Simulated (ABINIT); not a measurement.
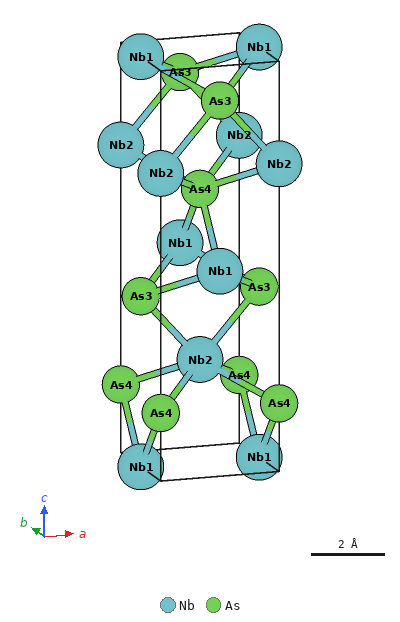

Figure 1. The structure as given in the input (ball-and-stick view of the cell 2 times as large as that of the calculation, set on its symmetry axes, seen slightly off an axis; atoms are numbered from 1 in the order of the input).

**Positron calculation of NbAs (part 1 of 2)**

- system: NbAs (I4₁md, 4 atoms in the cell)
- method: Kohn-Sham DFT of a periodic cell, PBEsol, JTH PAW PBE v2.0, no spin polarisation (ABINIT 10.8.3)

The structure derives from an entry of the Crystallography Open Database.

### Input
```
# Datasets
ndtset 2

# Pseudopotentials
pp_dirpath "./"
pseudos "Nb.GGA_PBE-JTH.xml, As.GGA_PBE-JTH.xml"

# Structure
acell 6.3295115487 6.3295115487 6.3295115487 Angstrom
rprim
    -0.2726671698     0.2726671698     0.9226620340
     0.2726671698    -0.2726671698     0.9226620340
     0.2726671698     0.2726671698    -0.9226620340
ntypat 2
znucl 41 33
natom 4
typat 1 1 2 2
xred
            1/2            0.0            1/2
            3/4            3/4            0.0
   0.9160000000   0.4160000000            1/2
   0.1660000000   0.1660000000            0.0

# Plane-wave basis
ecut 435.382180 eV
pawecutdg 32.0

# Exchange and correlation
ixc -116133

# SCF cycle
nstep 80

# Output
iomode 3
prteig 0
prtebands 0
prtwf 0

# Dataset 1: electrons
kptopt1 1
ngkpt1 8 8 8
nshiftk1 1
shiftk1 0.0 0.0 0.0
nband1 34
occopt1 3
tsmear1 0.00183747
tolvrs1 1.0e-10
prtden1 1

# Dataset 2: positron in the electrons' density
positron2 1
ixcpositron2 31
getden2 1
kptopt2 0
nkpt2 1
kpt2 0.0 0.0 0.0
nband2 1
occopt2 2
occ2 1.0
posocc2 1.0
toldfe2 1.0e-7
nline2 10
nnsclo2 2
optforces2 0
optstress2 0
prtden2 0
```

Command:
```bash
abinit run.abi > log 2>&1
```

### Log
```
.Version 10.8.3 of ABINIT
 DATASET    1 : space group I4_1 m d (#109); Bravais tI (body-center tetrag.)
================================================================================
 Values of the parameters that define the memory need for DATASET  1.
     intxc =       0    ionmov =       0      iscf =      17    lmnmax =      18
     lnmax =       6     mgfft =      45  mpssoang =       3    mqgrid =    3001
     natom =       4  nloc_mem =       2    nspden =       1   nspinor =       1
    nsppol =       1      nsym =       8    n1xccc =       1    ntypat =       2
    occopt =       3   xclevel =       2
       mpw =        1472          nfft =       91125          nkpt =          59
 PAW method is used; the additional fine FFT grid is defined by:
   mgfftf=        64    nfftf =    262144
================================================================================
================================================================================

 DATASET    2 : space group I4_1 m d (#109); Bravais tI (body-center tetrag.)
================================================================================
 Values of the parameters that define the memory need for DATASET  2.
     intxc =       0    ionmov =       0      iscf =      17    lmnmax =      18
     lnmax =       6     mgfft =      45  mpssoang =       3    mqgrid =    3001
     natom =       4  nloc_mem =       2    nspden =       1   nspinor =       1
    nsppol =       1      nsym =       8    n1xccc =       1    ntypat =       2
    occopt =       2   xclevel =       2
       mpw =         714          nfft =       91125          nkpt =           1
 PAW method is used; the additional fine FFT grid is defined by:
   mgfftf=        64    nfftf =    262144
================================================================================
================================================================================

--------------------------------------------------------------------------------
------------- Echo of variables that govern the present computation ------------
--------------------------------------------------------------------------------
 -outvars: echo values of preprocessed input variables --------
            acell      1.1961043338E+01  1.1961043338E+01  1.1961043338E+01 Bohr
              amu      9.29063800E+01  7.49215900E+01
             ecut      1.60000000E+01 Hartree
           getden1          0
           getden2          1
                       outvar_i_n : Printing only first  50 k-points.
              ixc     -116133
      ixcpositron1          1
      ixcpositron2         31
           jdtset        1    2
                       outvar_i_n : Printing only first  50 k-points.
           kptopt1          1
           kptopt2          0
         kptrlatt        8    0    0      0    8    0      0    0    8
          kptrlen1     5.21821414E+01
          kptrlen2     3.00000000E+01
            natom           4
            nband1         34
            nband2          1
           ndtset           2
            ngfft          45      45      45
          ngfftdg          64      64      64
             nkpt1         59
             nkpt2          1
            nline1          4
            nline2         10
           nnsclo1          0
           nnsclo2          2
            nstep          80
             nsym           8
           ntypat           2
                       prtocc : prtvol=0, do not print more k-points.
           occopt1          3
           occopt2          2
        optforces1          2
        optforces2          0
        optstress1          1
        optstress2          0
        pawecutdg      3.20000000E+01 Hartree
         positron1          0
         positron2          1
           prtden1          1
           prtden2          0
        prtebands           0
           prteig           0
            prtwf           0
            rprim     -2.7266716980E-01  2.7266716980E-01  9.2266203400E-01
                       2.7266716980E-01 -2.7266716980E-01  9.2266203400E-01
                       2.7266716980E-01  2.7266716980E-01 -9.2266203400E-01
           shiftk1     0.00000000E+00  0.00000000E+00  0.00000000E+00
           shiftk2     5.00000000E-01  5.00000000E-01  5.00000000E-01
          spgroup         109
           toldfe1     0.00000000E+00 Hartree
           toldfe2     1.00000000E-07 Hartree
           tolvrs1     1.00000000E-10
           tolvrs2     0.00000000E+00
           tsmear1     1.83747000E-03 Hartree
           tsmear2     1.00000000E-02 Hartree
            typat      1  1  2  2
           useylm           1
                       outvars : Printing only first  50 k-points.
           xangst      0.0000000000E+00  1.7258500002E+00  0.0000000000E+00
                       1.3490747620E-17  1.3490747620E-17  8.7599999996E+00
                      -3.3080580966E-16  1.7258500002E+00  4.8588799998E+00
                       1.8590786172E-17 -1.2618881892E-17  1.9388799999E+00
            xcart      0.0000000000E+00  3.2613838348E+00  0.0000000000E+00
                       2.5493818236E-17  2.5493818236E-17  1.6554000862E+01
                      -6.2513238113E-16  3.2613838348E+00  9.1819524783E+00
                       3.5131494331E-17 -2.3846230792E-17  3.6639521908E+00
             xred      5.0000000000E-01 -1.4296920418E-17  5.0000000000E-01
                       7.5000000000E-01  7.5000000000E-01  7.8168714655E-18
                       9.1600000000E-01  4.1600000000E-01  5.0000000000E-01
                       1.6600000000E-01  1.6600000000E-01  1.7301342177E-18
            znucl       41.00000   33.00000

================================================================================

 chkinp: Checking input parameters for consistency, jdtset=   1.

 chkinp: Checking input parameters for consistency, jdtset=   2.

================================================================================
== DATASET  1 ==================================================================

--- !DatasetInfo
iteration_state: {dtset: 1, }
dimensions: {natom: 4, nkpt: 59, mband: 34, nsppol: 1, nspinor: 1, nspden: 1, mpw: 1472, }
cutoff_energies: {ecut:  16.0, pawecutdg:  32.0, }
electrons: {nelect:   5.60000000E+01, charge:   0.00000000E+00, occopt:   3.00000000E+00, tsmear:   1.83747000E-03, }
meta: {optdriver: 0, ionmov: 0, optcell: 0, iscf: 17, paral_kgb: 0, }
...

 Real(R)+Recip(G) space primitive vectors, cartesian coordinates (Bohr,Bohr^-1):
 R(1)= -3.2613838  3.2613838 11.0360006  G(1)=  0.0000000  0.1533092  0.0453063
 R(2)=  3.2613838 -3.2613838 11.0360006  G(2)=  0.1533092  0.0000000  0.0453063
 R(3)=  3.2613838  3.2613838-11.0360006  G(3)=  0.1533092  0.1533092  0.0000000
 Unit cell volume ucvol=  4.6954318E+02 bohr^3
 Angles (23,13,12)=  1.48353918E+02  1.48353918E+02  4.53631816E+01 degrees

 Coarse grid specifications (used for wave-functions):

 getcut: wavevector=  0.0000  0.0000  0.0000  ngfft=  45  45  45
         ecut(hartree)=     16.000   => boxcut(ratio)=   2.04418

 Fine grid specifications (used for densities):

 getcut: wavevector=  0.0000  0.0000  0.0000  ngfft=  64  64  64
         ecut(hartree)=     32.000   => boxcut(ratio)=   2.10169

--- Pseudopotential description ------------------------------------------------
- pspini: atom type   1  psp file is ./Nb.GGA_PBE-JTH.xml
 Pseudopotential format is: paw10
 basis_size (lnmax)=  6 (lmn_size= 18), orbitals=   0   0   1   1   2   2
 Spheres core radius: rc_sph= 2.22094190
 Shapefunction is BESSEL type: shapef(r,l)=aa(1,l)*jl(q(1,l)*r)+aa(2,l)*jl(q(2,l)*r)
 Radius for shape functions =  1.90969629
 Compensation charge density is not taken into account in XC energy/potential

- pspini: atom type   2  psp file is ./As.GGA_PBE-JTH.xml
 Pseudopotential format is: paw10
 basis_size (lnmax)=  6 (lmn_size= 18), orbitals=   0   0   1   1   2   2
 Spheres core radius: rc_sph= 2.10391912
 Shapefunction is BESSEL type: shapef(r,l)=aa(1,l)*jl(q(1,l)*r)+aa(2,l)*jl(q(2,l)*r)
 Radius for shape functions =  1.70360438
 Compensation charge density is not taken into account in XC energy/potential

   4.37859806E+03                                ecore*ucvol(ha*bohr**3)
--------------------------------------------------------------------------------

================================================================================

--- !BeginCycle
iteration_state: {dtset: 1, }
solver: {iscf: 17, nstep: 80, nline: 4, wfoptalg: 10, }
tolerances: {tolvrs: 1.00E-10, }
...

     iter   Etot(hartree)      deltaE(h)  residm     nres2
 ETOT  1  -340.90918997343    -3.409E+02 9.951E+00 3.432E+01
 ETOT  2  -342.85795832006    -1.949E+00 2.912E-02 8.433E+00
 ETOT  3  -342.85116079806     6.798E-03 2.069E-02 2.544E+00
 ETOT  4  -342.85089345202     2.673E-04 6.950E-03 1.626E-01
 ETOT  5  -342.85070936686     1.841E-04 1.302E-02 8.090E-03
 ETOT  6  -342.85072634217    -1.698E-05 4.430E-03 2.134E-03
 ETOT  7  -342.85072482104     1.521E-06 1.566E-03 1.298E-04
 ETOT  8  -342.85072498917    -1.681E-07 6.361E-04 2.301E-06
 ETOT  9  -342.85072499511    -5.938E-09 2.218E-04 7.632E-07
 ETOT 10  -342.85072499413     9.817E-10 2.705E-04 2.526E-08
 ETOT 11  -342.85072499417    -4.184E-11 1.436E-04 8.751E-10
 ETOT 12  -342.85072499416     6.764E-12 2.743E-04 1.158E-10
 ETOT 13  -342.85072499416    -1.080E-12 1.404E-04 9.151E-12

 At SCF step   13       nres2   =  9.15E-12 < tolvrs=  1.00E-10 =>converged.

 Cartesian components of stress tensor (hartree/bohr^3)
  sigma(1 1)=  9.93805441E-05  sigma(3 2)=  0.00000000E+00
  sigma(2 2)=  9.93805441E-05  sigma(3 1)=  0.00000000E+00
  sigma(3 3)=  5.75175803E-05  sigma(2 1)=  0.00000000E+00

--- !ResultsGS
iteration_state: {dtset: 1, }
comment   : Summary of ground state results
lattice_vectors:
- [ -3.2613838,   3.2613838,  11.0360006, ]
- [  3.2613838,  -3.2613838,  11.0360006, ]
- [  3.2613838,   3.2613838, -11.0360006, ]
lattice_lengths: [  11.96104,   11.96104,   11.96104, ]
lattice_angles: [148.354, 148.354,  45.363, ] # degrees, (23, 13, 12)
lattice_volume:   4.6954318E+02
convergence: {deltae: -1.080E-12, res2:  9.151E-12, residm:  1.404E-04, diffor: null, }
etotal    :  -3.42850725E+02
entropy   :   0.00000000E+00
fermie    :   4.22920996E-01
cartesian_stress_tensor: # hartree/bohr^3
- [  9.93805441E-05,   0.00000000E+00,   0.00000000E+00, ]
- [  0.00000000E+00,   9.93805441E-05,   0.00000000E+00, ]
- [  0.00000000E+00,   0.00000000E+00,   5.75175803E-05, ]
pressure_GPa:  -2.5133E+00
xred      :
- [  5.0000E-01,  -1.4297E-17,   5.0000E-01, Nb]
- [  7.5000E-01,   7.5000E-01,   7.8169E-18, Nb]
- [  9.1600E-01,   4.1600E-01,   5.0000E-01, As]
- [  1.6600E-01,   1.6600E-01,   1.7301E-18, As]
cartesian_forces: # hartree/bohr
- [ -8.16509027E-20,  -5.15331772E-19,  -5.65314908E-03, ]
- [ -1.81637438E-18,  -5.15331772E-19,  -5.65314908E-03, ]
- [ -2.91330276E-18,  -1.61226015E-18,   5.65314908E-03, ]
- [  4.81132804E-18,   2.64292369E-18,   5.65314908E-03, ]
force_length_stats: {min:   5.65314908E-03, max:   5.65314908E-03, mean:   5.65314908E-03, }
...

 Integrated electronic density in atomic spheres:
 ------------------------------------------------
 Atom  Sphere_radius  Integrated_density
    1        2.22094         10.13291191
    2        2.22094         10.13291191
    3        2.10392         12.79088688
    4        2.10392         12.79088688

================================================================================

 ----iterations are completed or convergence reached----

 Mean square residual over all n,k,spin=   23.624E-08; max=  14.044E-05
 reduced coordinates (array xred) for    4 atoms
       0.500000000000     -0.000000000000      0.500000000000
       0.750000000000      0.750000000000      0.000000000000
       0.916000000000      0.416000000000      0.500000000000
       0.166000000000      0.166000000000      0.000000000000
 rms dE/dt=  6.2389E-02; max dE/dt=  6.2756E-02; dE/dt below (all hartree)
    1       0.062020452811      0.062020452811     -0.062020452811
    2       0.062020452811      0.062020452811     -0.062020452811
    3      -0.062755860131     -0.062755860131      0.062755860131
    4      -0.062755860131     -0.062755860131      0.062755860131

 cartesian coordinates (angstrom) at end:
    1      0.00000000000000     1.72585000020044     0.00000000000000
    2      0.00000000000000     0.00000000000000     8.75999999962505
    3     -0.00000000000000     1.72585000020044     4.85887999979203
    4      0.00000000000000    -0.00000000000000     1.93887999991701
```
